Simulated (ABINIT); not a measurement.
## Geometry relaxation of HfB2 (part 1 of 3)

- system: HfB2 (P6/mmm, 3 atoms in the cell)
- method: Kohn-Sham DFT of a periodic cell, PBE with D3, JTH PAW PBE v2.0, no spin polarisation (ABINIT 10.8.3)

The structure derives from an entry of the Crystallography Open Database.

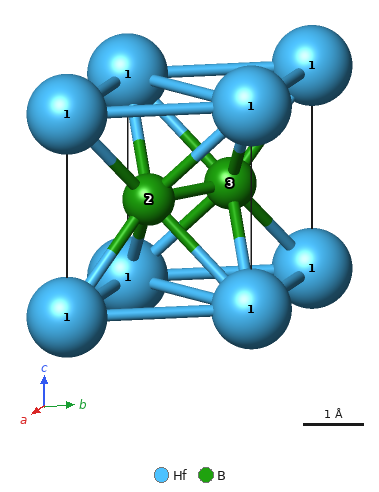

The starting structure (ball-and-stick view of the cell of the calculation, seen slightly off an axis; atoms are numbered from 1 in the order of the input). An atom can appear more than once, as a periodic image. Near neighbours in the periodic cell (some may lie outside the picture): Hf has 12 B at 2.51 Å and 6 Hf at 3.14 Å; B has 3 B at 1.81 Å and 6 Hf at 2.51 Å.

Input file:
```
pp_dirpath "./"
pseudos "Hf.GGA_PBE-JTH.xml, B.GGA_PBE-JTH.xml"

acell 3*1.0
rprim
     5.9337400313     0.0000000000     0.0000000000
    -2.9668700157     5.1387696066     0.0000000000
     0.0000000000     0.0000000000     6.5762469137
ntypat 2
znucl 72 5
natom 3
typat 1 2 2
xred
     0.0000000000     0.0000000000     0.0000000000
     0.6666666667     0.3333333333     0.5000000000
     0.3333333333     0.6666666667     0.5000000000
chkprim 0
chksymtnons 0
tolsym 1.0e-6

ecut 517.016339 eV
pawecutdg 38.0
pawxcdev 0
pawovlp -1

kptopt 1
ngkpt 10 10 8
nshiftk 1
shiftk 0.0 0.0 0.0

ixc 11
vdw_xc 6

nband 13
occopt 3
tsmear 0.05 eV

nstep 100
tolvrs 1.0e-9

iomode 3
prtwf 0
prtden 0
prteig 0
prtebands 0
enunit 2

ionmov 2
ntime 60
tolmxf 0.0001
optcell 2
dilatmx 1.08
ecutsm 0.5
```

Run on 1 thread of AMD EPYC (Zen 3), 189 GiB of memory available, shared host.

Command:
```bash
abinit run.abi > log 2>&1
```

Log:
```
.Version 10.8.3 of ABINIT
 Symmetries : space group P6/m m m (#191); Bravais hP (primitive hexag.)
================================================================================
 Values of the parameters that define the memory need of the present run
     intxc =       0    ionmov =       2      iscf =      17    lmnmax =      18
     lnmax =       6     mgfft =      30  mpssoang =       3    mqgrid =    3001
     natom =       3  nloc_mem =       2    nspden =       1   nspinor =       1
    nsppol =       1      nsym =      24    n1xccc =       1    ntypat =       2
    occopt =       3   xclevel =       2
       mpw =        1016          nfft =       21870          nkpt =          70
 PAW method is used; the additional fine FFT grid is defined by:
   mgfftf=        40    nfftf =     51840
================================================================================
================================================================================

--------------------------------------------------------------------------------
------------- Echo of variables that govern the present computation ------------
--------------------------------------------------------------------------------
 -outvars: echo values of preprocessed input variables --------
            acell      1.0000000000E+00  1.0000000000E+00  1.0000000000E+00 Bohr
              amu      1.78490000E+02  1.08110000E+01
          chkprim           0
      chksymtnons           0
          dilatmx      1.08000000E+00
             ecut      1.90000000E+01 Hartree
           ecutsm      5.00000000E-01 Hartree
           enunit           2
           ionmov           2
                       outvar_i_n : Printing only first  50 k-points.
              ixc          11
                       outvar_i_n : Printing only first  50 k-points.
         kptrlatt       10    0    0      0   10    0      0    0    8
          kptrlen      5.26099753E+01
            natom           3
            nband          13
            ngfft          27      27      30
          ngfftdg          36      36      40
             nkpt          70
            nstep         100
             nsym          24
            ntime          60
           ntypat           2
                       prtocc : prtvol=0, do not print more k-points.
           occopt           3
          optcell           2
        pawecutdg      3.80000000E+01 Hartree
          pawovlp     -1.0000000000E+00
         pawxcdev           0
           prtden           0
        prtebands           0
           prteig           0
            prtwf           0
            rprim      5.9337400313E+00  0.0000000000E+00  0.0000000000E+00
                      -2.9668700157E+00  5.1387696066E+00  0.0000000000E+00
                       0.0000000000E+00  0.0000000000E+00  6.5762469137E+00
          spgroup         191
           tolmxf      1.00000000E-04
           tolsym      1.00000000E-06
           tolvrs      1.00000000E-09
           tsmear      1.83746611E-03 Hartree
            typat      1  2  2
           useylm           1
           vdw_xc           6
                       outvars : Printing only first  50 k-points.
           xangst      0.0000000000E+00  0.0000000000E+00  0.0000000000E+00
                       1.5699999989E+00  9.0643992202E-01  1.7399999988E+00
                      -1.7639296020E-11  1.8128798440E+00  1.7399999988E+00
            xcart      0.0000000000E+00  0.0000000000E+00  0.0000000000E+00
                       2.9668700156E+00  1.7129232022E+00  3.2881234569E+00
                      -3.3333438531E-11  3.4258464044E+00  3.2881234569E+00
             xred      0.0000000000E+00  0.0000000000E+00  0.0000000000E+00
                       6.6666666667E-01  3.3333333333E-01  5.0000000000E-01
                       3.3333333333E-01  6.6666666667E-01  5.0000000000E-01
            znucl       72.00000    5.00000

================================================================================

 chkinp: Checking input parameters for consistency.

================================================================================
== DATASET  1 ==================================================================

--- !DatasetInfo
iteration_state: {dtset: 1, }
dimensions: {natom: 3, nkpt: 70, mband: 13, nsppol: 1, nspinor: 1, nspden: 1, mpw: 1016, }
cutoff_energies: {ecut:  19.0, pawecutdg:  38.0, }
electrons: {nelect:   1.80000000E+01, charge:   0.00000000E+00, occopt:   3.00000000E+00, tsmear:   1.83746611E-03, }
meta: {optdriver: 0, ionmov: 2, optcell: 2, iscf: 17, paral_kgb: 0, }
...

 Exchange-correlation functional for the present dataset will be:
  GGA: Perdew-Burke-Ernzerhof functional - ixc=11
  J.P.Perdew, K.Burke, M.Ernzerhof, PRL 77, 3865 (1996)

 Real(R)+Recip(G) space primitive vectors, cartesian coordinates (Bohr,Bohr^-1):
 R(1)=  5.9337400  0.0000000  0.0000000  G(1)=  0.1685278  0.0972996  0.0000000
 R(2)= -2.9668700  5.1387696  0.0000000  G(2)=  0.0000000  0.1945991  0.0000000
 R(3)=  0.0000000  0.0000000  6.5762469  G(3)=  0.0000000  0.0000000  0.1520624
 Unit cell volume ucvol=  2.0052373E+02 bohr^3
 Angles (23,13,12)=  9.00000000E+01  9.00000000E+01  1.20000000E+02 degrees

 Coarse grid specifications (used for wave-functions):

 getcut: wavevector=  0.0000  0.0000  0.0000  ngfft=  27  27  30
         ecut(hartree)=     22.162   => boxcut(ratio)=   2.06970

 Fine grid specifications (used for densities):

 getcut: wavevector=  0.0000  0.0000  0.0000  ngfft=  36  36  40
         ecut(hartree)=     44.323   => boxcut(ratio)=   2.02439

--- Pseudopotential description ------------------------------------------------
- pspini: atom type   1  psp file is ./Hf.GGA_PBE-JTH.xml
 Pseudopotential format is: paw10
 basis_size (lnmax)=  6 (lmn_size= 18), orbitals=   0   0   1   1   2   2
 Spheres core radius: rc_sph= 2.41119446
 Shapefunction is SIN type: shapef(r)=[sin(pi*r/rshp)/(pi*r/rshp)]**2
 Radius for shape functions =  2.41119446
 Compensation charge density is not taken into account in XC energy/potential

- pspini: atom type   2  psp file is ./B.GGA_PBE-JTH.xml
 Pseudopotential format is: paw10
 basis_size (lnmax)=  4 (lmn_size=  8), orbitals=   0   0   1   1
 Spheres core radius: rc_sph= 1.70616958
 Shapefunction is SIN type: shapef(r)=[sin(pi*r/rshp)/(pi*r/rshp)]**2
 Radius for shape functions =  1.40269776
 Compensation charge density is not taken into account in XC energy/potential

   1.82194203E+03                                ecore*ucvol(ha*bohr**3)
--------------------------------------------------------------------------------

================================================================================

=== [ionmov= 2] Broyden-Fletcher-Goldfarb-Shanno method (forces)
================================================================================

--- Iteration: ( 1/60) Internal Cycle: (1/1)
--------------------------------------------------------------------------------

---SELF-CONSISTENT-FIELD CONVERGENCE--------------------------------------------

--- !BeginCycle
iteration_state: {dtset: 1, itime: 1, icycle: 1, }
solver: {iscf: 17, nstep: 100, nline: 4, wfoptalg: 10, }
tolerances: {tolvrs: 1.00E-09, }
...

     iter   Etot(hartree)      deltaE(h)  residm     nres2
 ETOT  1  -55.347879118710    -5.535E+01 2.590E+00 5.457E+00
 ETOT  2  -55.900869640429    -5.530E-01 1.320E-01 4.040E-01
 ETOT  3  -55.899113224080     1.756E-03 3.929E-02 2.645E-02
 ETOT  4  -55.899322715774    -2.095E-04 1.052E-02 4.817E-03
 ETOT  5  -55.899325314244    -2.598E-06 7.059E-03 1.366E-04
 ETOT  6  -55.899325505103    -1.909E-07 3.997E-03 6.120E-06
 ETOT  7  -55.899325510532    -5.428E-09 1.808E-03 2.525E-07
 ETOT  8  -55.899325511442    -9.100E-10 1.600E-03 2.917E-08
 ETOT  9  -55.899325511428     1.387E-11 1.721E-03 8.964E-10

 At SCF step    9       nres2   =  8.96E-10 < tolvrs=  1.00E-09 =>converged.

 Cartesian components of stress tensor (hartree/bohr^3)
  sigma(1 1)=  1.05712390E-04  sigma(3 2)=  0.00000000E+00
  sigma(2 2)=  1.05712389E-04  sigma(3 1)=  0.00000000E+00
  sigma(3 3)=  5.87467486E-05  sigma(2 1)=  4.41885275E-13

--- !ResultsGS
iteration_state: {dtset: 1, itime: 1, icycle: 1, }
comment   : Summary of ground state results
lattice_vectors:
- [  5.9337400,   0.0000000,   0.0000000, ]
- [ -2.9668700,   5.1387696,   0.0000000, ]
- [  0.0000000,   0.0000000,   6.5762469, ]
lattice_lengths: [   5.93374,    5.93374,    6.57625, ]
lattice_angles: [ 90.000,  90.000, 120.000, ] # degrees, (23, 13, 12)
lattice_volume:   2.0052373E+02
convergence: {deltae:  1.387E-11, res2:  8.964E-10, residm:  1.721E-03, diffor: null, }
etotal    :  -5.58993255E+01
entropy   :   0.00000000E+00
fermie    :   1.12338574E-01
cartesian_stress_tensor: # hartree/bohr^3
- [  1.05712390E-04,   4.41885275E-13,   0.00000000E+00, ]
- [  4.41885275E-13,   1.05712389E-04,   0.00000000E+00, ]
- [  0.00000000E+00,   0.00000000E+00,   5.87467486E-05, ]
pressure_GPa:  -2.6496E+00
xred      :
- [  0.0000E+00,   0.0000E+00,   0.0000E+00, Hf]
- [  6.6667E-01,   3.3333E-01,   5.0000E-01,  B]
- [  3.3333E-01,   6.6667E-01,   5.0000E-01,  B]
cartesian_forces: # hartree/bohr
- [  5.67231883E-30,   3.27491480E-30,  -0.00000000E+00, ]
- [  5.67231883E-30,  -1.63745740E-29,  -0.00000000E+00, ]
- [ -1.13446377E-29,   1.30996592E-29,  -0.00000000E+00, ]
force_length_stats: {min:   6.54982960E-30, max:   1.73292203E-29, mean:   1.37360900E-29, }
...

 Integrated electronic density in atomic spheres:
 ------------------------------------------------
 Atom  Sphere_radius  Integrated_density
    1        2.41119          9.69659211
    2        1.70617          1.85725834
    3        1.70617          1.85725834

---OUTPUT-----------------------------------------------------------------------

 Cartesian coordinates (xcart) [bohr]
  0.00000000000000E+00  0.00000000000000E+00  0.00000000000000E+00
  2.96687001563333E+00  1.71292320220000E+00  3.28812345685000E+00
 -3.33334385312582E-11  3.42584640440000E+00  3.28812345685000E+00
 Reduced coordinates (xred)
  0.00000000000000E+00  0.00000000000000E+00  0.00000000000000E+00
  6.66666666666666E-01  3.33333333333333E-01  5.00000000000000E-01
  3.33333333333333E-01  6.66666666666666E-01  5.00000000000000E-01
 Cartesian forces (fcart) [Ha/bohr]; max,rms= 1.63746E-29 8.45579E-30 (free atoms)
  5.67231882621858E-30  3.27491480127541E-30 -0.00000000000000E+00
  5.67231882621858E-30 -1.63745740060459E-29 -0.00000000000000E+00
 -1.13446376524372E-29  1.30996592047705E-29 -0.00000000000000E+00
 Gradient of E wrt nuclear positions in reduced coordinates (gred)
 -3.36580652894298E-29  3.09746878941049E-45 -0.00000000000000E+00
 -3.36580652894298E-29  1.00974195868290E-28 -0.00000000000000E+00
  6.73161305788597E-29 -1.00974195868290E-28 -0.00000000000000E+00
 Scale of Primitive Cell (acell) [bohr]
  1.00000000000000E+00  1.00000000000000E+00  1.00000000000000E+00
 Real space primitive translations (rprimd) [bohr]
  5.93374003130000E+00  0.00000000000000E+00  0.00000000000000E+00
 -2.96687001570000E+00  5.13876960660000E+00  0.00000000000000E+00
  0.00000000000000E+00  0.00000000000000E+00  6.57624691370000E+00
 Unitary Cell Volume (ucvol) [Bohr^3]=  2.00523729286308E+02
 Angles (23,13,12)= [degrees]
  9.00000000000000E+01  9.00000000000000E+01  1.20000000000218E+02
 Lengths [Bohr]
  5.93374003130000E+00  5.93374003136097E+00  6.57624691370000E+00
 Stress tensor in cartesian coordinates (strten) [Ha/bohr^3]
  1.05712389657245E-04  4.41885275350174E-13  0.00000000000000E+00
  4.41885275350174E-13  1.05712388923138E-04  0.00000000000000E+00
  0.00000000000000E+00  0.00000000000000E+00  5.87467486399540E-05
 Total energy (etotal) [Ha]= -5.58993255114277E+01

--- Iteration: ( 2/60) Internal Cycle: (1/1)
--------------------------------------------------------------------------------

---SELF-CONSISTENT-FIELD CONVERGENCE--------------------------------------------

--- !BeginCycle
iteration_state: {dtset: 1, itime: 2, icycle: 1, }
solver: {iscf: 17, nstep: 100, nline: 4, wfoptalg: 10, }
tolerances: {tolvrs: 1.00E-09, }
...

     iter   Etot(hartree)      deltaE(h)  residm     nres2
 ETOT  1  -55.899477948755    -5.590E+01 1.411E+00 5.350E-02
 ETOT  2  -55.899420905751     5.704E-05 3.081E-01 1.331E-03
 ETOT  3  -55.899420684944     2.208E-07 6.124E-02 1.920E-04
 ETOT  4  -55.899420686816    -1.873E-09 2.969E-02 2.522E-06
 ETOT  5  -55.899420693631    -6.815E-09 4.955E-03 1.854E-07
 ETOT  6  -55.899420692860     7.715E-10 1.444E-03 1.499E-08
 ETOT  7  -55.899420692808     5.161E-11 2.678E-04 1.406E-09
 ETOT  8  -55.899420692799     8.683E-12 1.415E-04 1.473E-10

 At SCF step    8       nres2   =  1.47E-10 < tolvrs=  1.00E-09 =>converged.

 Cartesian components of stress tensor (hartree/bohr^3)
  sigma(1 1)=  2.53375362E-05  sigma(3 2)=  0.00000000E+00
  sigma(2 2)=  2.53375354E-05  sigma(3 1)=  0.00000000E+00
  sigma(3 3)=  2.77798370E-06  sigma(2 1)=  4.48345770E-13

--- !ResultsGS
iteration_state: {dtset: 1, itime: 2, icycle: 1, }
comment   : Summary of ground state results
lattice_vectors:
- [  5.9149219,   0.0000000,   0.0000000, ]
- [ -2.9574610,   5.1224727,   0.0000000, ]
- [  0.0000000,   0.0000000,   6.5646569, ]
lattice_lengths: [   5.91492,    5.91492,    6.56466, ]
lattice_angles: [ 90.000,  90.000, 120.000, ] # degrees, (23, 13, 12)
lattice_volume:   1.9890271E+02
convergence: {deltae:  8.683E-12, res2:  1.473E-10, residm:  1.415E-04, diffor: null, }
etotal    :  -5.58994207E+01
entropy   :   0.00000000E+00
fermie    :   1.13225704E-01
cartesian_stress_tensor: # hartree/bohr^3
- [  2.53375362E-05,   4.48345770E-13,   0.00000000E+00, ]
- [  4.48345770E-13,   2.53375354E-05,   0.00000000E+00, ]
- [  0.00000000E+00,   0.00000000E+00,   2.77798370E-06, ]
pressure_GPa:  -5.2421E-01
xred      :
- [  1.2746E-30,   6.3730E-31,   0.0000E+00, Hf]
- [  6.6667E-01,   3.3333E-01,   5.0000E-01,  B]
- [  3.3333E-01,   6.6667E-01,   5.0000E-01,  B]
cartesian_forces: # hartree/bohr
- [  1.89678836E-30,   2.73777818E-29,  -0.00000000E+00, ]
- [ -2.08646720E-29,  -4.48995622E-29,  -0.00000000E+00, ]
- [  1.89678836E-29,   1.75217804E-29,  -0.00000000E+00, ]
force_length_stats: {min:   2.58223430E-29, max:   4.95106576E-29, mean:   3.42588035E-29, }
...

 Integrated electronic density in atomic spheres:
 ------------------------------------------------
 Atom  Sphere_radius  Integrated_density
    1        2.41119          9.70524907
    2        1.70617          1.85819328
    3        1.70617          1.85819328

---OUTPUT-----------------------------------------------------------------------

 Cartesian coordinates (xcart) [bohr]
  5.65432979494053E-30  3.26452882922447E-30  0.00000000000000E+00
  2.95746096809135E+00  1.70749088606874E+00  3.28232845998350E+00
 -3.32272987726710E-11  3.41498177213749E+00  3.28232845998350E+00
 Reduced coordinates (xred)
  1.27459102158671E-30  6.37295510790998E-31  0.00000000000000E+00
  6.66666666666666E-01  3.33333333333333E-01  5.00000000000000E-01
  3.33333333333333E-01  6.66666666666666E-01  5.00000000000000E-01
 Cartesian forces (fcart) [Ha/bohr]; max,rms= 4.48996E-29 2.07398E-29 (free atoms)
  1.89678836296767E-30  2.73777817986756E-29 -0.00000000000000E+00
 -2.08646719926444E-29 -4.48995621500008E-29 -0.00000000000000E+00
  1.89678836296767E-29  1.75217803513251E-29 -0.00000000000000E+00
 Gradient of E wrt nuclear positions in reduced coordinates (gred)
 -1.12193550964766E-29 -1.34632261157719E-28 -0.00000000000000E+00
  1.23412906061243E-28  1.68290326447149E-28  0.00000000000000E+00
 -1.12193550964766E-28 -3.36580652894298E-29 -0.00000000000000E+00
 Scale of Primitive Cell (acell) [bohr]
  5.91492193621593E+00  5.91492193627671E+00  6.56465691996699E+00
 Real space primitive translations (rprimd) [bohr]
  5.91492193621593E+00  0.00000000000000E+00  0.00000000000000E+00
 -2.95746096815781E+00  5.12247265820624E+00  0.00000000000000E+00
  0.00000000000000E+00  0.00000000000000E+00  6.56465691996699E+00
 Unitary Cell Volume (ucvol) [Bohr^3]=  1.98902710001274E+02
 Angles (23,13,12)= [degrees]
  9.00000000000000E+01  9.00000000000000E+01  1.20000000000218E+02
 Lengths [Bohr]
  5.91492193621593E+00  5.91492193627671E+00  6.56465691996699E+00
 Stress tensor in cartesian coordinates (strten) [Ha/bohr^3]
  2.53375361572369E-05  4.48345769926089E-13  0.00000000000000E+00
  4.48345769926089E-13  2.53375354124716E-05  0.00000000000000E+00
  0.00000000000000E+00  0.00000000000000E+00  2.77798369823640E-06
 Total energy (etotal) [Ha]= -5.58994206927994E+01

 Difference of energy with previous step (new-old):
           Absolute (Ha)=-9.51814E-05
           Relative     =-1.70273E-06

--- Iteration: ( 3/60) Internal Cycle: (1/1)
--------------------------------------------------------------------------------

---SELF-CONSISTENT-FIELD CONVERGENCE--------------------------------------------

--- !BeginCycle
iteration_state: {dtset: 1, itime: 3, icycle: 1, }
solver: {iscf: 17, nstep: 100, nline: 4, wfoptalg: 10, }
tolerances: {tolvrs: 1.00E-09, }
...
```
